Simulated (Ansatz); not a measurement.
Geometry relaxation of CO$_{2}$ (part 1 of 2)

CO$_{2}$ (6 atoms in the cell), computed with DFT r2SCAN, scalar-relativistic, plane waves, PAW, no spin polarisation (Ansatz 0.2.0).

The structure derives from an entry of the Crystallography Open Database. Figures and captions count atoms from 1; the log counts them from 0 in places.

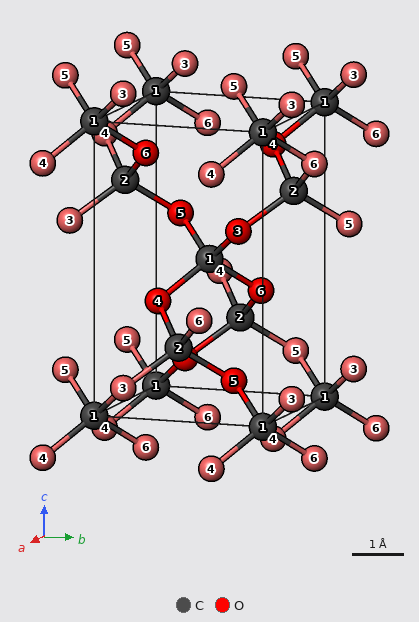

Fig. 1: The structure as given in the input (ball-and-stick view of the cell 2 times as large as that of the calculation, set on its symmetry axes, seen slightly off an axis; neighbours outside the cell are drawn fainter; atoms are numbered from 1 in the order of the input). Near neighbours in the crystal (not all of them lie inside the picture): C has 4 O at 1.38 Å; O has 2 C at 1.38 Å.

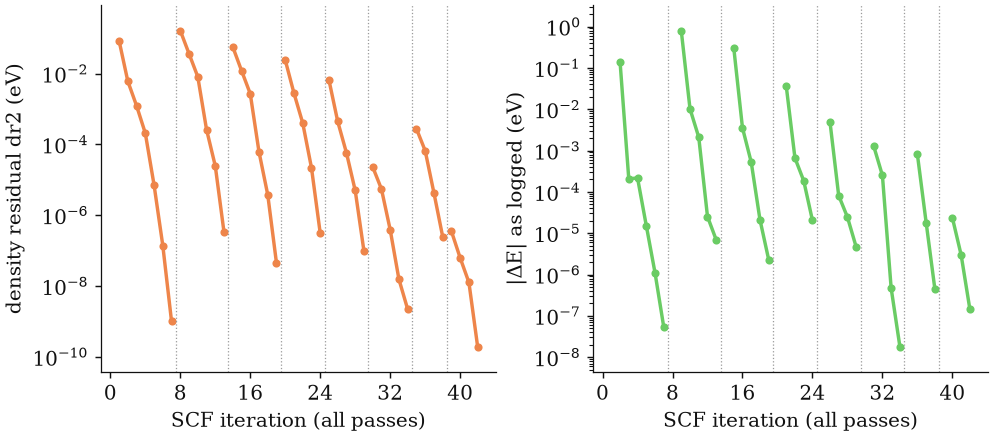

Fig. 2: Convergence of the self-consistent field: density residual dr2 and size of the energy change against the SCF iteration. The dotted lines part the SCF passes of the relaxation: geometry steps, rejected trials and re-solves on a re-selected basis. The 8 passes take 4 to 7 iterations each, 42 in all.

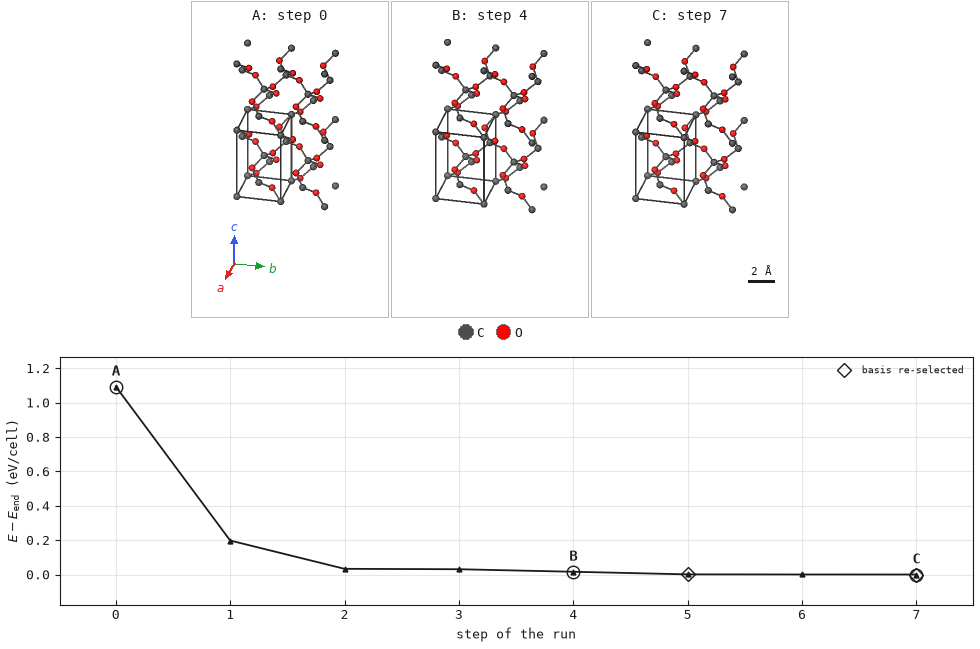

Fig. 3: Frames of the relaxation (ball-and-stick view of the cell 2 times as large as that of the calculation, set on its symmetry axes, repeated 1 × 2 × 2, seen at an oblique angle) above the curves, on which the letters mark them (the first geometry is step 0 here and step 1 in the log).

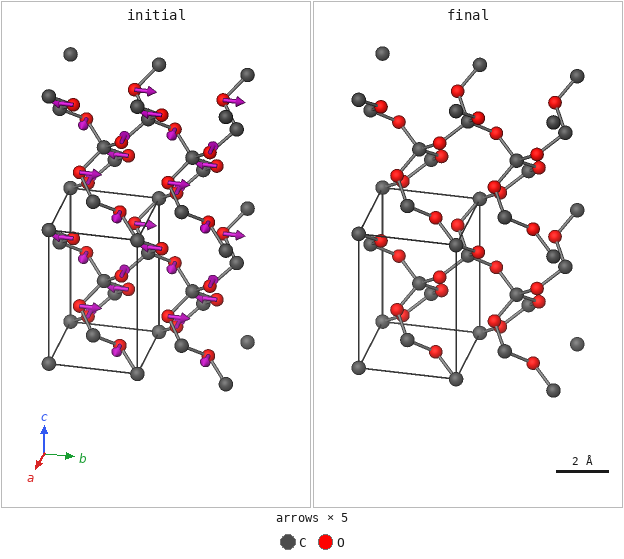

Fig. 4: Before (left) and after (right) the relaxation, at one scale (ball-and-stick view of the cell 2 times as large as that of the calculation, set on its symmetry axes, repeated 1 × 2 × 2, seen at an oblique angle). The pink arrows give the displacements (without the part carried along by the change of the cell), magnified 5 times. The largest moves relative to the cell, 0.18 Å, are those of O3, O4, O5 and O6. C stays in place. The drawn cell changes as follows: a = b 3.552 → 3.908 Å (+10.0 %), c 5.918 → 5.937 Å (+0.3 %); the volume changes by +21.4 %. Among the contacts that change: C1–O3 1.383 → 1.391 Å. Among the angles that change: C1–O5–C2 113.3° → 123.8°. The space group stays I-42d (No. 122). After 5 geometry steps the energy has fallen by 1.093 eV per cell of the calculation. The largest force component goes from 1.8 to under 0.0001 eV/Å. The pressure goes from 29.32 to 0.05 GPa. 1 further SCF at an unchanged geometry re-selected the plane-wave basis for the new cell. The energy change given includes the shifts at the re-selections in mid-walk, which come without any move. A last SCF at the same geometry on a re-selected plane-wave basis shifts the energy by −0.2 meV per cell of the calculation. (Atoms are counted from 1 in the order of the input.)

The input that produced these results follows, with the program's output.

### Input file
```yaml
crystal:
  lattice:
    - [-1.7759, 1.7759, 2.9592]
    - [1.7759, -1.7759, 2.9592]
    - [1.7759, 1.7759, -2.9592]
  atoms:
    - { symbol: C, position: [0.0, 0.0, 0.0] }
    - { symbol: C, position: [0.75, 0.25, 0.5] }
    - { symbol: O, position: [0.375, 0.339, 0.464] }
    - { symbol: O, position: [0.661, 0.125, 0.036] }
    - { symbol: O, position: [0.875, 0.911, 0.536] }
    - { symbol: O, position: [0.089, 0.625, 0.964] }
basis:
  ecutwfc: 500
kpoints:
  mp_grid: { grid: [8, 8, 8] }
hamiltonian:
  xc: r2scan
scf:
  occupations: { method: gaussian, width: 0.1 }
output:
  forces: true
  stress: true
  eigenvalues: true
relax:
  adjacent_minimum: "off"
  f_tol: 0.05
  max_steps: 80
  cell: { stress_tol: 0.5 }
```

Command:
```bash
ansatz run input.yaml --threads 2 --pin off --max-ram 5120MiB --backend cpu --events-out ev --progress --plain --runs-dir out
```

### The program's output
```
Engine: ansatz 0.2.0, x86_64-unknown-linux-gnu
Pseudopotentials: kind: paw
Pseudopotential: C, paw, valence charge 4, recommended cutoff 500 eV (meta_gga), C.paw.azcp
Pseudopotential: O, paw, valence charge 6, recommended cutoff 500 eV (meta_gga), O.paw.azcp
Functional definition: r2SCAN
  parameter k0 = 0.174
  parameter k1 = 0.065
  parameter a1 = 4.9479
  exchange = r2scan_x(k0 = k0, k1 = k1, a1 = a1)
  correlation = r2scan_c
Crystal: 6 atoms, lattice volume = 37.331 Å³
Basis set: ecut = 500 eV, 951 PW (Γ), exchange–correlation on 120×120×120 points (64 copies of the dense FFT grid, shifted against one another)
Bands: 22, of which v1, the nominal top of the filled ones, is band 16 counted from 1 (15 counted from 0)
Symmetry: 8 space group operations
Space group: I-42d (ITA 122), of the structure as read, at distance tolerance 3.3e-5 Å
k-points: 59 of 512 (time reversal used)
Non-local potential: C, projectors of the file, l = 0: 2, l = 1: 2, l = 2: 1
Non-local potential: O, projectors of the file, l = 0: 2, l = 1: 2, l = 2: 1
PAW form: soft (Blöchl's): semilocal exchange-correlation on the pseudo side does not see the compensation charge
PAW frozen core: C, regenerated for the run's functional (the file was generated under x = pbe(κ = 0.804, μ = 0.2195149727645171), c = pbe(β = 0.06672455060314922))
PAW frozen core: O, regenerated for the run's functional (the file was generated under x = pbe(κ = 0.804, μ = 0.2195149727645171), c = pbe(β = 0.06672455060314922))
PAW one-centre angular grid: C, 302 points (default); XC on 239 of its mesh's 2573 points in the sphere
PAW one-centre angular grid: O, 302 points (default); XC on 160 Gauss nodes
Initial density: superposition of atomic densities (neutral atoms: chi_scale 0, normalization atom), corrected by the library's trained network
Initial wavefunctions: pseudopotential atomic-orbital guess
Functional: x = r2scan, c = r2scan; τ floored in thin density (d = 2e-4 eV/Å³)
SCF iter   1: F=—  HF=-2771.749102 eV  |F-HF|=—  |Δ(HF+E_count)|=         —  Δρ=1.74e-2  dr2=8.48e-2  dr2_τ=8.41e-1  ethr=1.77e-3  ⟨swp⟩=5.9  Hψ=5927  notcnv=0  defer=1
preconditioner: auto → none  [insulator: Δε(μ)=7.997 eV  Ē_g=21.169 eV  σ=0.100 eV  W_gap=1.00  n_scr=14 (ndim 8)  ℏωp=34.4 eV  f_vac=0.000  D(μ)=0.00/eV (n_scr^D=0)  ε∞_Penn≈3.6]
SCF iter   2: F=—  HF=-2771.890608 eV  |F-HF|=—  |Δ(HF+E_count)|=   1.42e-1  Δρ=7.91e-3  dr2=6.06e-3  dr2_τ=4.36e-3  ethr=2.65e-4  ⟨swp⟩=2.0  Hψ=2896  notcnv=0  defer=109
SCF iter   3: F=—  HF=-2771.890402 eV  |F-HF|=—  |Δ(HF+E_count)|=   2.05e-4  Δρ=3.48e-3  dr2=1.23e-3  dr2_τ=1.95e-4  ethr=1.89e-5  ⟨swp⟩=2.0  Hψ=1913  notcnv=0  defer=109
SCF iter   4: F=—  HF=-2771.890620 eV  |F-HF|=—  |Δ(HF+E_count)|=   2.18e-4  Δρ=1.46e-3  dr2=2.06e-4  dr2_τ=3.46e-5  ethr=3.84e-6  ⟨swp⟩=1.0  Hψ=1189  notcnv=0  defer=109
SCF iter   5: F=—  HF=-2771.890635 eV  |F-HF|=—  |Δ(HF+E_count)|=   1.53e-5  Δρ=2.80e-4  dr2=7.12e-6  dr2_τ=1.53e-6  ethr=6.43e-7  ⟨swp⟩=2.7  Hψ=2195  notcnv=0  defer=109
SCF iter   6: F=—  HF=-2771.890637 eV  |F-HF|=—  |Δ(HF+E_count)|=   1.10e-6  Δρ=4.05e-5  dr2=1.38e-7  dr2_τ=3.26e-8  ethr=2.23e-8  ⟨swp⟩=2.9  Hψ=2412  notcnv=0  defer=109
SCF iter   7: F=-2771.890637 eV  HF=-2771.890637 eV  |F-HF|=5.59e-10  |Δ(HF+E_count)|=   5.33e-8  Δρ=2.70e-6  dr2=9.95e-10  dr2_τ=3.11e-10  ethr=3.13e-10  ⟨swp⟩=9.7  Hψ=5976  notcnv=0
SCF 1 converged in 7 iterations: F = -2771.890637 eV  dr2 = 9.95e-10
  greatest PAW one-centre occupation: 0.880 electrons in one spin orbital (limit 2), on the O atom at site 5 (counted from 0), in its partial waves of l = 0
relax step   1: F+E_penalty+E_count = -2771.89063656 eV  Δ(F+E_penalty+E_count) = +0.000e0 eV  max|allowed force component| = 1.779e0 eV/Å  Δτ_max = 0.0000 Å  P = +29.318 GPa  Ω = 37.331 Å³  (7 SCF iters, dr2 threshold 1.00e-7 eV, accepted)
Crystal: 6 atoms, lattice volume = 41.948 Å³
Basis set: ecut = 500 eV, 1071 PW (Γ), exchange–correlation on 120×120×120 points (64 copies of the dense FFT grid, shifted against one another)
Initial density: handed on by an earlier stage of this run
Initial wavefunctions: those handed on with the density
iter 1 solved again at ethr=5.07e-4 eV; its pass at ethr=3.10e-3 eV (dr2=1.62e-1 eV) is discarded
SCF iter   1: F=—  HF=-2771.980223 eV  |F-HF|=—  |Δ(HF+E_count)|=         —  Δρ=3.70e-2  dr2=1.63e-1  dr2_τ=1.70e0  ethr=5.07e-4  ⟨swp⟩=1.0  Hψ=8496  notcnv=0
preconditioner: auto → none  [insulator: Δε(μ)=8.417 eV  Ē_g=20.573 eV  σ=0.100 eV  W_gap=1.00  n_scr=14 (ndim 8)  ℏωp=32.4 eV  f_vac=0.016  D(μ)=0.00/eV (n_scr^D=0)  ε∞_Penn≈3.5]
SCF iter   2: F=—  HF=-2772.778472 eV  |F-HF|=—  |Δ(HF+E_count)|=   7.98e-1  Δρ=1.76e-2  dr2=3.62e-2  dr2_τ=4.73e-3  ethr=5.07e-4  ⟨swp⟩=2.4  Hψ=2459  notcnv=0
SCF iter   3: F=—  HF=-2772.788684 eV  |F-HF|=—  |Δ(HF+E_count)|=   1.02e-2  Δρ=6.51e-3  dr2=8.10e-3  dr2_τ=1.70e-3  ethr=1.13e-4  ⟨swp⟩=2.1  Hψ=2533  notcnv=0
SCF iter   4: F=—  HF=-2772.786581 eV  |F-HF|=—  |Δ(HF+E_count)|=   2.10e-3  Δρ=1.44e-3  dr2=2.62e-4  dr2_τ=4.35e-5  ethr=2.53e-5  ⟨swp⟩=2.0  Hψ=1994  notcnv=0
SCF iter   5: F=—  HF=-2772.786606 eV  |F-HF|=—  |Δ(HF+E_count)|=   2.52e-5  Δρ=4.77e-4  dr2=2.45e-5  dr2_τ=5.44e-6  ethr=8.19e-7  ⟨swp⟩=2.9  Hψ=2426  notcnv=0
SCF iter   6: F=-2772.786613 eV  HF=-2772.786613 eV  |F-HF|=1.44e-7  |Δ(HF+E_count)|=   6.86e-6  Δρ=4.73e-5  dr2=3.28e-7  dr2_τ=5.04e-8  ethr=1.87e-9  ⟨swp⟩=5.6  Hψ=7178  notcnv=0
SCF 2 converged in 6 iterations: F = -2772.786613 eV  dr2 = 3.28e-7
  greatest PAW one-centre occupation: 0.875 electrons in one spin orbital (limit 2), on the O atom at site 5 (counted from 0), in its partial waves of l = 0
relax step   2: F+E_penalty+E_count = -2772.78661277 eV  Δ(F+E_penalty+E_count) = -8.960e-1 eV  max|allowed force component| = 7.176e-1 eV/Å  Δτ_max = 0.0878 Å  P = +6.550 GPa  Ω = 41.948 Å³  energy of the carried Pulay correction = -6.654e-3 eV  (6 SCF iters, dr2 threshold 6.00e-7 eV, accepted)
Crystal: 6 atoms, lattice volume = 44.432 Å³
Basis set: ecut = 500 eV, 1135 PW (Γ), exchange–correlation on 120×120×120 points (64 copies of the dense FFT grid, shifted against one another)
iter 1 solved again at ethr=1.75e-4 eV; its pass at ethr=3.10e-3 eV (dr2=5.60e-2 eV) is discarded
SCF iter   1: F=—  HF=-2772.637724 eV  |F-HF|=—  |Δ(HF+E_count)|=         —  Δρ=2.20e-2  dr2=5.66e-2  dr2_τ=6.10e-1  ethr=1.75e-4  ⟨swp⟩=1.0  Hψ=8789  notcnv=0
preconditioner: auto → none  [insulator: Δε(μ)=8.576 eV  Ē_g=20.486 eV  σ=0.100 eV  W_gap=1.00  n_scr=14 (ndim 8)  ℏωp=31.5 eV  f_vac=0.031  D(μ)=0.00/eV (n_scr^D=0)  ε∞_Penn≈3.4]
SCF iter   2: F=—  HF=-2772.948202 eV  |F-HF|=—  |Δ(HF+E_count)|=   3.10e-1  Δρ=1.04e-2  dr2=1.21e-2  dr2_τ=1.65e-3  ethr=1.75e-4  ⟨swp⟩=2.1  Hψ=2510  notcnv=0
SCF iter   3: F=—  HF=-2772.951743 eV  |F-HF|=—  |Δ(HF+E_count)|=   3.54e-3  Δρ=3.82e-3  dr2=2.68e-3  dr2_τ=6.30e-4  ethr=3.77e-5  ⟨swp⟩=2.9  Hψ=2671  notcnv=0
SCF iter   4: F=—  HF=-2772.951220 eV  |F-HF|=—  |Δ(HF+E_count)|=   5.22e-4  Δρ=7.56e-4  dr2=6.11e-5  dr2_τ=1.15e-5  ethr=8.37e-6  ⟨swp⟩=2.0  Hψ=1987  notcnv=0
SCF iter   5: F=—  HF=-2772.951242 eV  |F-HF|=—  |Δ(HF+E_count)|=   2.12e-5  Δρ=2.01e-4  dr2=3.75e-6  dr2_τ=7.82e-7  ethr=1.91e-7  ⟨swp⟩=2.6  Hψ=2284  notcnv=0
SCF iter   6: F=-2772.951244 eV  HF=-2772.951244 eV  |F-HF|=2.20e-8  |Δ(HF+E_count)|=   2.27e-6  Δρ=2.24e-5  dr2=4.41e-8  dr2_τ=1.02e-8  ethr=1.87e-9  ⟨swp⟩=6.4  Hψ=6254  notcnv=0
SCF 3 converged in 6 iterations: F = -2772.951244 eV  dr2 = 4.41e-8
  greatest PAW one-centre occupation: 0.873 electrons in one spin orbital (limit 2), on the O atom at site 5 (counted from 0), in its partial waves of l = 0
relax step   3: F+E_penalty+E_count = -2772.95124388 eV  Δ(F+E_penalty+E_count) = -1.646e-1 eV  max|allowed force component| = 2.173e-1 eV/Å  Δτ_max = 0.0526 Å  P = +0.407 GPa  Ω = 44.432 Å³  energy of the carried Pulay correction = -9.925e-3 eV  (6 SCF iters, dr2 threshold 6.00e-7 eV, accepted)
Crystal: 6 atoms, lattice volume = 44.483 Å³
Basis set: ecut = 500 eV, 1131 PW (Γ), exchange–correlation on 120×120×120 points (64 copies of the dense FFT grid, shifted against one another)
iter 1 solved again at ethr=7.38e-5 eV; its pass at ethr=3.10e-3 eV (dr2=2.36e-2 eV) is discarded
SCF iter   1: F=—  HF=-2772.915939 eV  |F-HF|=—  |Δ(HF+E_count)|=         —  Δρ=1.27e-2  dr2=2.40e-2  dr2_τ=1.56e-1  ethr=7.38e-5  ⟨swp⟩=1.5  Hψ=8478  notcnv=0
preconditioner: auto → none  [insulator: Δε(μ)=8.703 eV  Ē_g=20.852 eV  σ=0.100 eV  W_gap=1.00  n_scr=14 (ndim 8)  ℏωp=31.5 eV  f_vac=0.029  D(μ)=0.00/eV (n_scr^D=0)  ε∞_Penn≈3.3]
SCF iter   2: F=—  HF=-2772.952714 eV  |F-HF|=—  |Δ(HF+E_count)|=   3.68e-2  Δρ=5.01e-3  dr2=2.77e-3  dr2_τ=6.69e-4  ethr=7.38e-5  ⟨swp⟩=2.0  Hψ=2458  notcnv=0
SCF iter   3: F=—  HF=-2772.953372 eV  |F-HF|=—  |Δ(HF+E_count)|=   6.58e-4  Δρ=2.09e-3  dr2=3.98e-4  dr2_τ=1.10e-4  ethr=8.67e-6  ⟨swp⟩=3.0  Hψ=2347  notcnv=0
SCF iter   4: F=—  HF=-2772.953559 eV  |F-HF|=—  |Δ(HF+E_count)|=   1.86e-4  Δρ=4.99e-4  dr2=2.17e-5  dr2_τ=6.19e-6  ethr=1.25e-6  ⟨swp⟩=2.0  Hψ=1984  notcnv=0
SCF iter   5: F=-2772.953579 eV  HF=-2772.953579 eV  |F-HF|=2.53e-7  |Δ(HF+E_count)|=   2.04e-5  Δρ=5.75e-5  dr2=3.10e-7  dr2_τ=6.46e-8  ethr=1.87e-9  ⟨swp⟩=5.1  Hψ=7087  notcnv=0
SCF 4 converged in 5 iterations: F = -2772.953579 eV  dr2 = 3.10e-7
relax step   4: F+E_penalty+E_count = -2772.95357925 eV  Δ(F+E_penalty+E_count) = -2.335e-3 eV  max|allowed force component| = 3.423e-1 eV/Å  Δτ_max = 0.0262 Å  P = +5.815 GPa  Ω = 44.483 Å³  energy of the carried Pulay correction = -9.990e-3 eV  (5 SCF iters, dr2 threshold 6.00e-7 eV, accepted)
Crystal: 6 atoms, lattice volume = 45.154 Å³
Basis set: ecut = 500 eV, 1147 PW (Γ), exchange–correlation on 120×120×120 points (64 copies of the dense FFT grid, shifted against one another)
iter 1 solved again at ethr=2.10e-5 eV; its pass at ethr=3.10e-3 eV (dr2=6.73e-3 eV) is discarded
```
